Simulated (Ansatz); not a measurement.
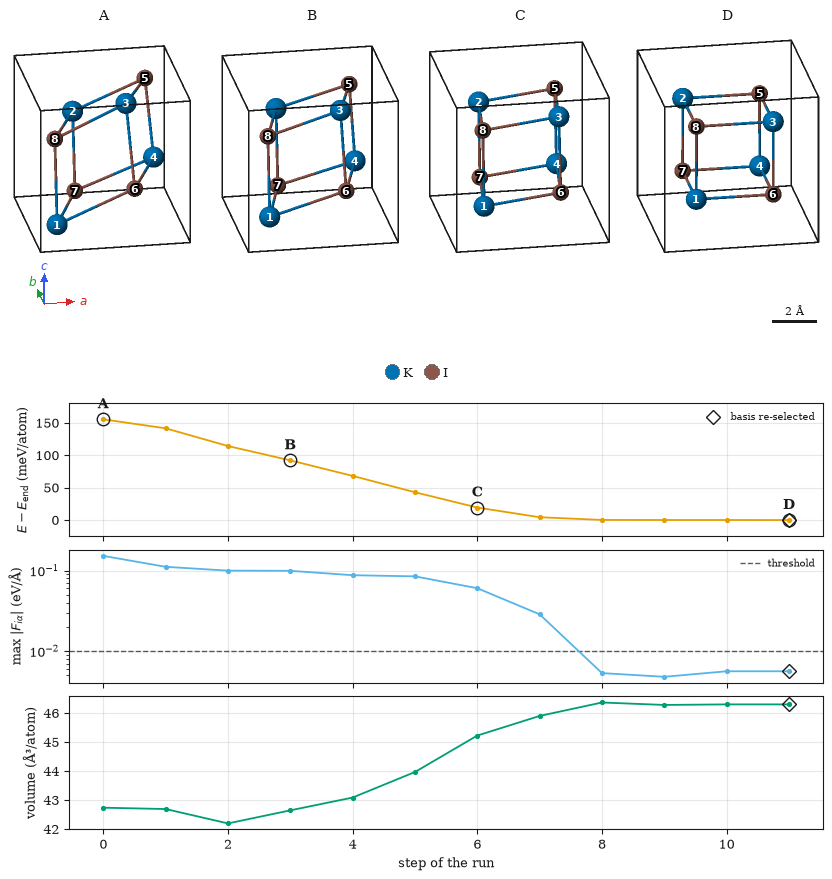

Frames of a relaxation of crystalline KI (built on the FeSi (B20)_198 type), marked on the history of the run. A ball-and-stick model of the cell of the calculation, seen from a free direction.

Case: FeSi (B20) type (P2_13, No. 198).

Level of theory: Ansatz, DFT PBE, scalar-relativistic, plane waves, PAW.

Input
```yaml
crystal:
  lattice:
    - [6.9926455064, 0.0, 0.0]
    - [0.0, 6.9926455064, 0.0]
    - [0.0, 0.0, 6.9926455064]
  atoms:
    - { symbol: K, position: [0.134, 0.134, 0.134] }
    - { symbol: K, position: [0.366, 0.866, 0.634] }
    - { symbol: K, position: [0.634, 0.366, 0.866] }
    - { symbol: K, position: [0.866, 0.634, 0.366] }
    - { symbol: I, position: [0.8445, 0.8445, 0.8445] }
    - { symbol: I, position: [0.6555, 0.1555, 0.3445] }
    - { symbol: I, position: [0.3445, 0.6555, 0.1555] }
    - { symbol: I, position: [0.1555, 0.3445, 0.6555] }
basis:
  ecutwfc: 420
kpoints:
  mp_grid: { grid: [4, 4, 4] }
hamiltonian:
  xc: pbe
scf:
  occupations: { method: gaussian, width: 0.02 }
output:
  forces: true
  stress: true
  eigenvalues: true
relax:
  adjacent_minimum: "off"
  f_tol: 0.01
  max_steps: 80
  cell: { stress_tol: 0.05 }
```

Launched with:
```bash
ansatz run input.yaml --threads 1 --pin off --max-ram 2560MiB --backend cpu --events-out ev --progress --plain --runs-dir out
```

Q: What happens along the run?

A: The largest moves relative to the cell, 1.44 Å, are those of K1, K2, K3 and K4. K1 goes along [1 1 1]. Largest moves by element: K 1.44 Å, I 1.18 Å. The volume changes by +8.3 %, with a = b = c 6.993 → 7.182 Å (+2.7 %). Near-neighbour distances that change, for instance: K1–I5 3.506 → 6.228 Å, K1–I6 3.935 → 3.596 Å, K1–I6 (another image) 3.659 → 3.586 Å. Bonds break: K1–I5 (3.51 → 6.23 Å), K2–I6 (3.51 → 6.23 Å), K3–I7 (3.51 → 6.23 Å), K4–I8 (3.51 → 6.23 Å). Bond angles that change, for instance: K1–I7–K1 134.1° → 179.8°, I5–K2–I5 134.1° → 179.8°, K1–I7–K2 115.0° → 90.0°. The space group stays P2_13 (No. 198). Over 10 accepted moves (11 points after the start) the energy falls by 156 meV per atom. Largest force component: 0.15 eV/Å at the start, 0.0056 eV/Å at the end. The pressure goes from −0.02 to 0.00 GPa. At 1 point the geometry stayed and the basis and grid were re-selected for the new cell (energy shift of 0.1 meV per atom at most each time). From step 0 to 3: K atoms move most (0.45 Å), volume −0.2 %, energy −63.4 meV per atom. From step 3 to 6: K atoms move most (0.59 Å), volume +6.0 %, energy −72.9 meV per atom. From step 6 to 11: K atoms move most (0.39 Å), volume +2.4 %, energy −19.4 meV per atom.

| step | E − E(0), meV/atom | largest force component, eV/Å | pressure, GPa | volume, Å³/atom | note |
| --- | --- | --- | --- | --- | --- |
| 0 | 0.00 | 0.1520 | -0.02 | 42.740 |  |
| 1 | -13.88 | 0.1112 | -0.05 | 42.694 |  |
| 2 | -41.24 | 0.0997 | 0.21 | 42.198 |  |
| 3 | -63.39 | 0.0992 | 0.20 | 42.649 |  |
| 4 | -87.38 | 0.0875 | 0.27 | 43.090 |  |
| 5 | -112.60 | 0.0847 | 0.24 | 43.971 |  |
| 6 | -136.24 | 0.0603 | 0.11 | 45.227 |  |
| 7 | -151.15 | 0.0286 | 0.07 | 45.903 |  |
| 8 | -155.35 | 0.0053 | -0.01 | 46.367 |  |
| 9 | -155.46 | 0.0048 | 0.01 | 46.282 |  |
| 10 | -155.46 | 0.0056 | 0.01 | 46.302 |  |
| 11 | -155.59 | 0.0056 | 0.00 | 46.302 | same geometry, new basis |
